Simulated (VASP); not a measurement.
## CuO: geometry relaxation (part 1 of 3)

CuO (P4/mmm, 6 atoms in the cell), computed with Kohn-Sham DFT of a periodic cell, revTPSS, VASP PAW PBE potentials, recommended, no spin polarisation (VASP 6.6.1).

The structure derives from a Materials Project entry.

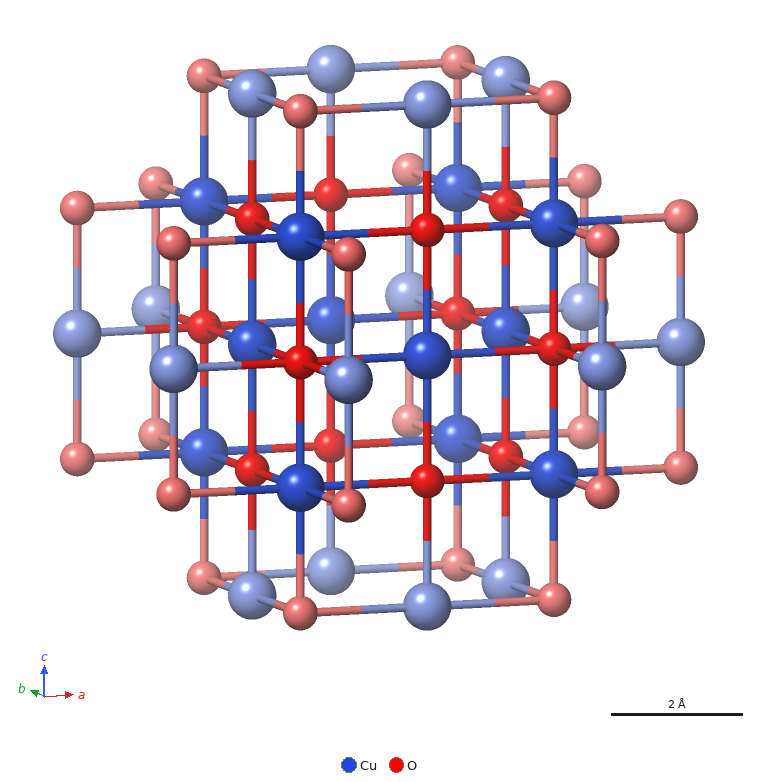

Fig. 1: The structure as given in the input (ball-and-stick view of the cell of the calculation, seen slightly off an axis; neighbours outside the cell are drawn fainter).

Results in brief

```tsv
quantity	value
outcome	converged
space group (tolerance 0.01 Å)	P4/mmm (123)
electrons treated	51
free energy	−18.7180 eV
Fermi energy	4.186 eV
gap on the k-point mesh	none (metallic)
pressure	0.00 GPa
final volume	66.15 Å³
largest force (length of the vector) at the end	under 0.001 eV/Å
final cell	a = 4.111 Å, b = 4.111 Å, c = 3.915 Å, α = 90.00°, β = 90.00°, γ = 90.00°
hardware	1 thread of Intel Xeon (Granite Rapids), 64 GiB of memory available, shared host
wall time	13 min
peak memory	0.26 GiB
```

Remarks

The run has no spin polarisation, so a magnetic state may lie lower.

INCAR
```
ALGO = Normal
EDIFF = 1E-6
EDIFFG = -0.005
ENCUT = 600
IBRION = 2
ISIF = 3
ISMEAR = 0
LASPH = True
LCHARG = False
LMIXTAU = True
LREAL = False
LWAVE = False
METAGGA = RTPSS
NELM = 100
NSW = 40
PREC = Accurate
SIGMA = 0.05
```

KPOINTS
```
k-points
0
Gamma
  7 7 7
```

POSCAR
```
CuO
1.0
    4.1609370000      0.0000000000      0.0000000000
    0.0000000000      4.1609370000      0.0000000000
    0.0000000000      0.0000000000      3.8876430000
Cu O
3 3
Direct
    0.5000000000      0.0000000000      0.5000000000
    0.0000000000      0.5000000000      0.5000000000
    0.0000000000      0.0000000000      0.0000000000
    0.0000000000      0.0000000000      0.5000000000
    0.5000000000      0.0000000000      0.0000000000
    0.0000000000      0.5000000000      0.0000000000
```

Launched with:
```bash
cat potpaw_PBE.64/Cu/POTCAR potpaw_PBE.64/O/POTCAR > POTCAR
mpirun -np 1 vasp_std > vasp.out
```

OSZICAR
```
N       E                     dE             d eps       ncg     rms          rms(c)
DAV:   1     0.593294263337E+03    0.59329E+03   -0.27051E+04  2432   0.296E+03
DAV:   2     0.101932860829E+03   -0.49136E+03   -0.47733E+03  2418   0.550E+02
DAV:   3     0.128147692141E+02   -0.89118E+02   -0.84773E+02  3282   0.255E+02
DAV:   4     0.609328065018E+01   -0.67215E+01   -0.66411E+01  3732   0.761E+01
DAV:   5     0.601498849079E+01   -0.78292E-01   -0.78215E-01  3604   0.105E+01    0.212E+01
DAV:   6    -0.221466257804E+02   -0.28162E+02   -0.31712E+02  3578   0.263E+02    0.155E+01
DAV:   7    -0.197165328291E+02    0.24301E+01   -0.13720E+01  3178   0.808E+01    0.102E+01
DAV:   8    -0.192330382248E+02    0.48349E+00   -0.66784E+00  3174   0.658E+01    0.710E+00
DAV:   9    -0.193281725786E+02   -0.95134E-01   -0.11340E+01  3794   0.345E+01    0.658E+00
DAV:  10    -0.187082256634E+02    0.61995E+00   -0.22614E+00  4218   0.318E+01    0.185E+00
DAV:  11    -0.187171842004E+02   -0.89585E-02   -0.29769E-01  2888   0.424E+00    0.124E+00
DAV:  12    -0.187062073745E+02    0.10977E-01   -0.64466E-02  3712   0.450E+00    0.522E-01
DAV:  13    -0.187050751780E+02    0.11322E-02   -0.50589E-02  3636   0.464E+00    0.359E-01
DAV:  14    -0.187027237240E+02    0.23515E-02   -0.20936E-02  3428   0.361E+00    0.135E-01
DAV:  15    -0.187078280329E+02   -0.51043E-02   -0.34618E-03  3478   0.975E-01    0.110E-01
DAV:  16    -0.187072594177E+02    0.56862E-03   -0.26976E-03  3096   0.834E-01    0.436E-02
DAV:  17    -0.187074976870E+02   -0.23827E-03   -0.68679E-04  3350   0.471E-01    0.769E-02
DAV:  18    -0.187073623150E+02    0.13537E-03   -0.73638E-04  3280   0.372E-01    0.134E-02
DAV:  19    -0.187073862377E+02   -0.23923E-04   -0.42260E-05  3658   0.846E-02    0.978E-03
DAV:  20    -0.187073784665E+02    0.77712E-05   -0.88033E-06  2790   0.575E-02    0.355E-03
DAV:  21    -0.187073791782E+02   -0.71178E-06   -0.81774E-07  1512   0.138E-02
   1 F= -.18707379E+02 E0= -.18705427E+02  d E =-.187074E+02
       N       E                     dE             d eps       ncg     rms          rms(c)
DAV:   1    -0.188664143135E+02   -0.15904E+00   -0.34016E+00  2964   0.317E+01    0.302E+00
DAV:   2    -0.187772137804E+02    0.89201E-01   -0.11343E+00  2728   0.297E+01    0.185E+00
DAV:   3    -0.187374820228E+02    0.39732E-01   -0.29615E-01  3038   0.238E+01    0.158E+00
DAV:   4    -0.187290415191E+02    0.84405E-02   -0.15972E-01  3244   0.171E+01    0.117E+00
DAV:   5    -0.187162846821E+02    0.12757E-01   -0.34794E-02  3712   0.804E+00    0.389E-01
DAV:   6    -0.187148809238E+02    0.14038E-02   -0.68803E-03  3756   0.203E+00    0.128E-01
DAV:   7    -0.187149359367E+02   -0.55013E-04   -0.18623E-03  3692   0.451E-01    0.642E-02
DAV:   8    -0.187149089630E+02    0.26974E-04   -0.19170E-04  3792   0.250E-01    0.246E-02
DAV:   9    -0.187148879319E+02    0.21031E-04   -0.12301E-04  3700   0.161E-01    0.170E-02
DAV:  10    -0.187149087355E+02   -0.20804E-04   -0.48901E-05  3438   0.162E-01    0.837E-03
DAV:  11    -0.187149178179E+02   -0.90824E-05   -0.10617E-05  3538   0.604E-02    0.177E-03
DAV:  12    -0.187149186838E+02   -0.86598E-06   -0.52658E-07  1452   0.114E-02
   2 F= -.18714919E+02 E0= -.18712907E+02  d E =-.753951E-02
       N       E                     dE             d eps       ncg     rms          rms(c)
DAV:   1    -0.187533471806E+02   -0.38429E-01   -0.86616E-01  2964   0.161E+01    0.151E+00
DAV:   2    -0.187303712081E+02    0.22976E-01   -0.28187E-01  2704   0.150E+01    0.941E-01
DAV:   3    -0.187218762049E+02    0.84950E-02   -0.75283E-02  3030   0.122E+01    0.874E-01
DAV:   4    -0.187183311586E+02    0.35450E-02   -0.36253E-02  3210   0.900E+00    0.544E-01
DAV:   5    -0.187155260616E+02    0.28051E-02   -0.78678E-03  3760   0.389E+00    0.187E-01
DAV:   6    -0.187152255364E+02    0.30053E-03   -0.14808E-03  3792   0.924E-01    0.729E-02
DAV:   7    -0.187152335660E+02   -0.80296E-05   -0.41414E-04  3678   0.249E-01    0.257E-02
DAV:   8    -0.187152332402E+02    0.32579E-06   -0.40480E-05  3680   0.109E-01    0.107E-02
DAV:   9    -0.187152292724E+02    0.39678E-05   -0.23446E-05  3598   0.947E-02    0.793E-03
DAV:  10    -0.187152351727E+02   -0.59003E-05   -0.15303E-05  3340   0.997E-02    0.464E-03
DAV:  11    -0.187152378173E+02   -0.26446E-05   -0.18671E-06  1646   0.384E-02    0.150E-03
DAV:  12    -0.187152379856E+02   -0.16827E-06   -0.69734E-07  1392   0.149E-02
   3 F= -.18715238E+02 E0= -.18713182E+02  d E =-.785881E-02
       N       E                     dE             d eps       ncg     rms          rms(c)
DAV:   1    -0.187203032485E+02   -0.50654E-02   -0.11265E-01  2970   0.585E+00    0.541E-01
DAV:   2    -0.187174739233E+02    0.28293E-02   -0.35764E-02  2712   0.542E+00    0.319E-01
DAV:   3    -0.187162896917E+02    0.11842E-02   -0.95896E-03  3062   0.433E+00    0.310E-01
DAV:   4    -0.187158336058E+02    0.45609E-03   -0.43298E-03  3208   0.321E+00    0.177E-01
DAV:   5    -0.187154737536E+02    0.35985E-03   -0.86717E-04  3740   0.128E+00    0.598E-02
DAV:   6    -0.187154097113E+02    0.64042E-04   -0.22220E-04  3996   0.332E-01    0.150E-02
DAV:   7    -0.187154036016E+02    0.61097E-05   -0.54920E-05  3110   0.793E-02    0.125E-02
DAV:   8    -0.187154010798E+02    0.25219E-05   -0.66304E-06  2982   0.644E-02    0.352E-03
DAV:   9    -0.187154002901E+02    0.78971E-06   -0.24761E-06  1836   0.300E-02
   4 F= -.18715400E+02 E0= -.18713360E+02  d E =-.802111E-02
       N       E                     dE             d eps       ncg     rms          rms(c)
DAV:   1    -0.187453545963E+02   -0.29954E-01   -0.14315E+00  3252   0.106E+01    0.112E+00
DAV:   2    -0.187275327140E+02    0.17822E-01   -0.54697E-02  3660   0.758E+00    0.938E-01
DAV:   3    -0.187290126659E+02   -0.14800E-02   -0.39720E-02  3164   0.115E+01    0.947E-01
DAV:   4    -0.187185844293E+02    0.10428E-01   -0.17439E-02  3488   0.613E+00    0.297E-01
DAV:   5    -0.187176920855E+02    0.89234E-03   -0.55946E-03  3700   0.192E+00    0.106E-01
DAV:   6    -0.187177713018E+02   -0.79216E-04   -0.12424E-03  3752   0.742E-01    0.331E-02
DAV:   7    -0.187177743893E+02   -0.30875E-05   -0.86126E-05  3180   0.969E-02    0.258E-02
DAV:   8    -0.187177764576E+02   -0.20683E-05   -0.52357E-05  3836   0.893E-02    0.925E-03
DAV:   9    -0.187177789059E+02   -0.24483E-05   -0.19853E-05  2966   0.614E-02    0.110E-02
DAV:  10    -0.187177760047E+02    0.29012E-05   -0.42025E-06  2380   0.559E-02    0.567E-03
DAV:  11    -0.187177756371E+02    0.36757E-06   -0.12778E-06  1600   0.294E-02
   5 F= -.18717776E+02 E0= -.18715645E+02  d E =-.237535E-02
       N       E                     dE             d eps       ncg     rms          rms(c)
DAV:   1    -0.187192024958E+02   -0.14265E-02   -0.65405E-02  3208   0.226E+00    0.240E-01
DAV:   2    -0.187184440350E+02    0.75846E-03   -0.26570E-03  3628   0.179E+00    0.201E-01
DAV:   3    -0.187184384957E+02    0.55393E-05   -0.19081E-03  3154   0.249E+00    0.203E-01
DAV:   4    -0.187179542727E+02    0.48422E-03   -0.78160E-04  3550   0.135E+00    0.354E-02
DAV:   5    -0.187179571915E+02   -0.29188E-05   -0.20788E-04  3636   0.305E-01    0.828E-03
DAV:   6    -0.187179584097E+02   -0.12182E-05   -0.22379E-05  3558   0.748E-02    0.527E-03
DAV:   7    -0.187179584582E+02   -0.48499E-07   -0.25367E-06  1836   0.312E-02
   6 F= -.18717958E+02 E0= -.18715827E+02  d E =-.255817E-02
```

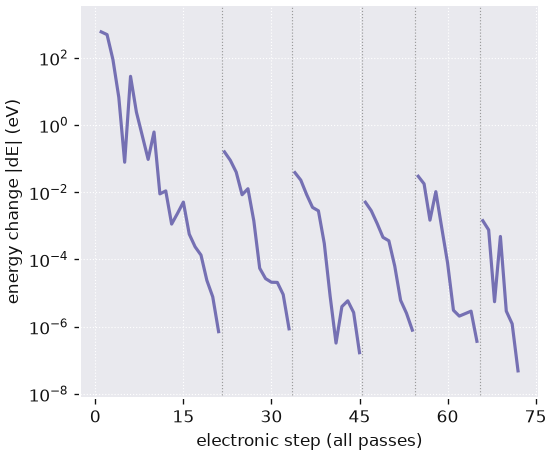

Fig. 2: Convergence of the self-consistent field: energy change |dE| against the electronic step. Each stretch between dotted lines is the SCF of one geometry step of a relaxation. The 6 ionic steps take 7 to 21 electronic steps each. The density is held fixed in the first few steps, and dE rises again when its update begins.

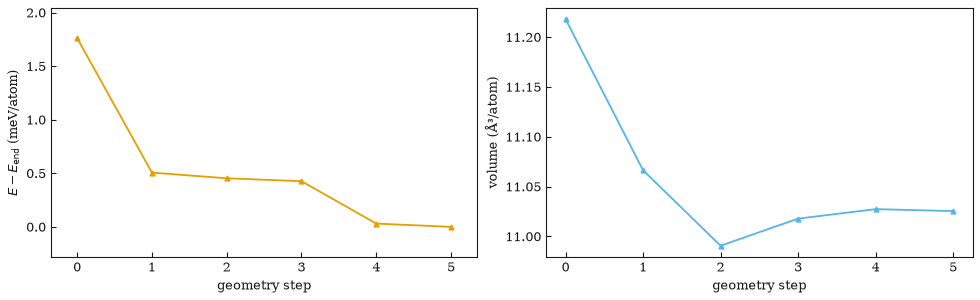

Fig. 3: Progress of the relaxation, step by step (steps are counted from 0).

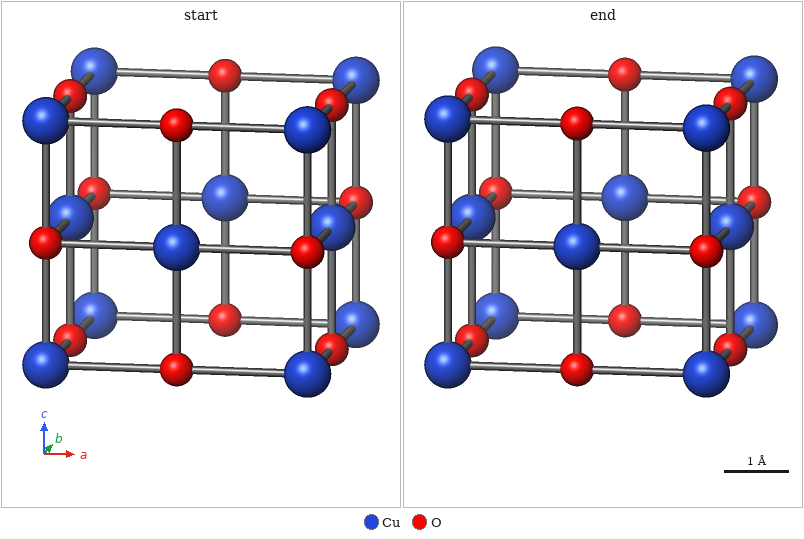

Fig. 4: Before (left) and after (right) the relaxation, at one scale (ball-and-stick view of the cell of the calculation, seen slightly off an axis). The atoms keep their places relative to the cell (all moves are under 0.005 Å). The drawn cell changes as follows: a = b 4.161 → 4.111 Å (−1.2 %), c 3.888 → 3.915 Å (+0.7 %); the volume changes by −1.7 %. Among the contacts that change: Cu1–O4 2.080 → 2.055 Å, Cu1–O5 1.944 → 1.957 Å. The space group stays P4/mmm (No. 123). After 5 geometry steps the energy has fallen by 1.8 meV per atom. All forces vanish by symmetry, so only the cell relaxes. (Atoms are counted from 1 in the order of the input.)

Parts of OUTCAR
```
EDIFF = 1E-6
   EDIFFG = -0.005
   ENCUT = 600
   IBRION = 2
   ISIF = 3
   ISMEAR = 0
   LASPH = True
   LREAL = False
   METAGGA = RTPSS
   NELM = 100
   NSW = 40
   PREC = Accurate

 ion  position               nearest neighbor table
   1  0.500  0.000  0.500-   5 1.94   5 1.94   4 2.08   4 2.08
   2  0.000  0.500  0.500-   6 1.94   6 1.94   4 2.08   4 2.08
   3  0.000  0.000  0.000-   4 1.94   4 1.94   6 2.08   5 2.08   6 2.08   5 2.08
   4  0.000  0.000  0.500-   3 1.94   3 1.94   1 2.08   2 2.08   2 2.08   1 2.08
   5  0.500  0.000  0.000-   1 1.94   1 1.94   3 2.08   3 2.08
   6  0.000  0.500  0.000-   2 1.94   2 1.94   3 2.08   3 2.08

  LATTYP: Found a simple tetragonal cell.
 ALAT       =     4.1609370000
 C/A-ratio  =     0.9343191209

  Lattice vectors:

 A1 = (   4.1609370000,   0.0000000000,   0.0000000000)
 A2 = (   0.0000000000,   4.1609370000,   0.0000000000)
 A3 = (   0.0000000000,   0.0000000000,   3.8876430000)

Analysis of symmetry for initial positions (statically):
=====================================================================
 Subroutine PRICEL returns:
 Original cell was already a primitive cell.

 Routine SETGRP: Setting up the symmetry group for a
 simple tetragonal supercell.

 Subroutine GETGRP returns: Found 16 space group operations
 (whereof 16 operations were pure point group operations)
 out of a pool of 16 trial point group operations.

The static configuration has the point symmetry D_4h.

Analysis of symmetry for dynamics (positions and initial velocities):
=====================================================================
 Subroutine PRICEL returns:
 Original cell was already a primitive cell.

 Routine SETGRP: Setting up the symmetry group for a
 simple tetragonal supercell.

 Subroutine GETGRP returns: Found 16 space group operations
 (whereof 16 operations were pure point group operations)
 out of a pool of 16 trial point group operations.

The dynamic configuration has the point symmetry D_4h.

 Subroutine INISYM returns: Found 16 space group operations
 (whereof 16 operations are pure point group operations),
 and found     1 'primitive' translations

----------------------------------------------------------------------------------------

                                     Primitive cell

  volume of cell :      67.3083

  direct lattice vectors                    reciprocal lattice vectors
     4.160937000  0.000000000  0.000000000     0.240330483  0.000000000  0.000000000
     0.000000000  4.160937000  0.000000000     0.000000000  0.240330483  0.000000000
     0.000000000  0.000000000  3.887643000     0.000000000  0.000000000  0.257225265

  length of vectors
     4.160937000  4.160937000  3.887643000     0.240330483  0.240330483  0.257225265

  position of ions in fractional coordinates (direct lattice)
     0.500000000  0.000000000  0.500000000
     0.000000000  0.500000000  0.500000000
     0.000000000  0.000000000  0.000000000
     0.000000000  0.000000000  0.500000000
     0.500000000  0.000000000  0.000000000
     0.000000000  0.500000000  0.000000000

  ion indices of the primitive-cell ions
   primitive index   ion index
                 1           1
                 2           2
                 3           3
                 4           4
                 5           5
                 6           6

----------------------------------------------------------------------------------------

 KPOINTS: k-points

Automatic generation of k-mesh.
 Grid dimensions read from file:
 generate k-points for:    7    7    7

 Generating k-lattice:
```
